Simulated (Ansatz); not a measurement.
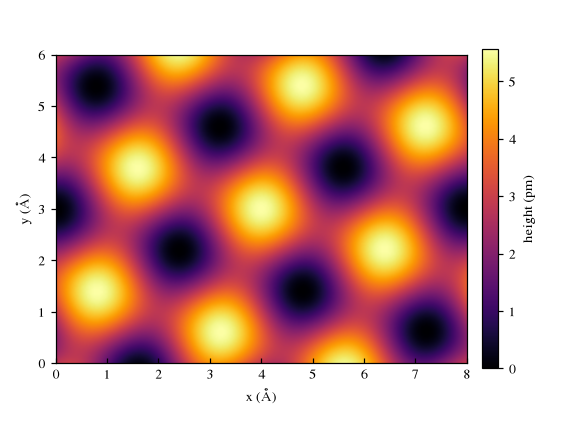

Simulated STM image (constant-current image at a set point of 2.2 × 10⁻⁴ e/Å³, sample bias +1.00 V).

The STM signal is simulated in the Tersoff–Hamann approximation. Bias windows are sharp sums over the levels of the k mesh.

### Read the surface lattice from the image: type, spacings and angle.

The pattern repeats on a square lattice with shortest vectors of 2.5 Å at 90°, a cell of 6.4 Å², with 1 maximum above 60 % of the range in each cell.

The surface:

Co(100) (Fm-3m bulk, 7 atomic planes (those closer than 0.6 Å count as one), 10 Å). The brightest spots lie over the top Co atoms; the darkest points are over the sites above the Co atoms 1.6 Å below the top plane. So weak a contrast (6 pm) depends on the k-mesh and on the tip.

Computed with Ansatz, DFT PBE, scalar-relativistic, plane waves, PAW. Cutoff 420 eV, 20 × 20 k-points, Gaussian smearing 0.1 eV, dipole correction. The slab is a cut without reconstruction beyond its cell, at the source's lattice constants, with its lower half held fixed and the rest relaxed. This isn't the element's usual hcp form. Collinear spin, net moment 12.1 μB a cell; the stability of this spin state wasn't checked. The run couldn't confirm all of its levels under its output density. The run warns that the functional's potential is rough in the thin density of the vacuum, where the tip is; weak contrasts and barriers may feel it.
